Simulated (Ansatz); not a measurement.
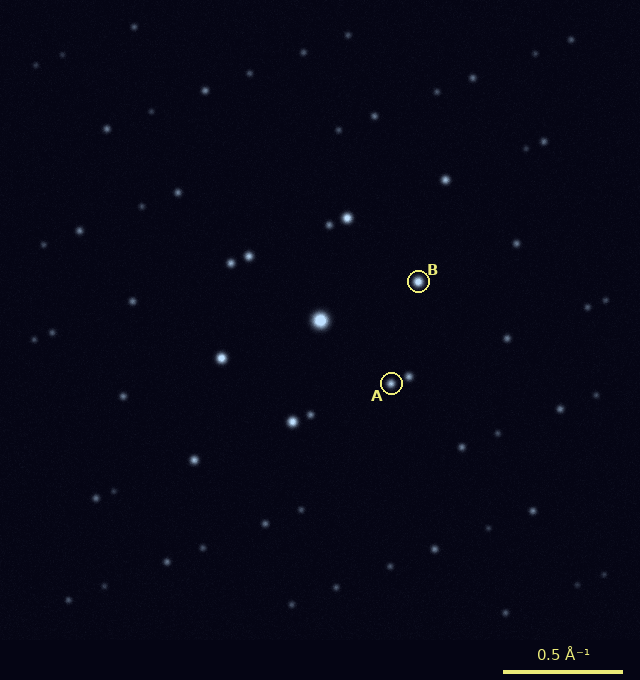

Kinematic zone-axis pattern, calculated for 300 keV electrons with B = 0.8 Å². Two individuals of a reflection twin are superposed (a geometric construction: whether this twin forms is not tested; the second individual is smaller and so fainter). Crystal: Nb, space group P6_3/mmc (No. 194), a = 2.87 Å, c = 5.26 Å (hexagonal axes), zone axis [101]. Structure: the end point of a relaxation at fixed volume with DFT r2SCAN, scalar-relativistic, plane waves, PAW in Ansatz 0.2.0; the starting structure was generated, so it need not be a known form of this composition.

| atom | site | symmetry | x | y | z |
| --- | --- | --- | --- | --- | --- |
| Nb | 2d | -6m2 | 0.3333 | 0.6667 | 0.7500 |

In the first individual spot A is 0 -1 0 and spot B is 1 -1 -1.

Question: On which plane is the crystal twinned?

Answer: (1-1-1). The spot positions of the combined pattern are mirror-symmetric about the row through 1 -1 -1 (d = 2.247 Å), which both individuals share, while a single individual has only symmetry 2mm without that mirror line. Friedel's law adds the mirror line at right angles, so a twin on (9 13 -9) would give the same picture; the more widely spaced plane was used.

Question: Which other reflections coincide?

Answer: Within the frame only the reflections of the common row coincide.
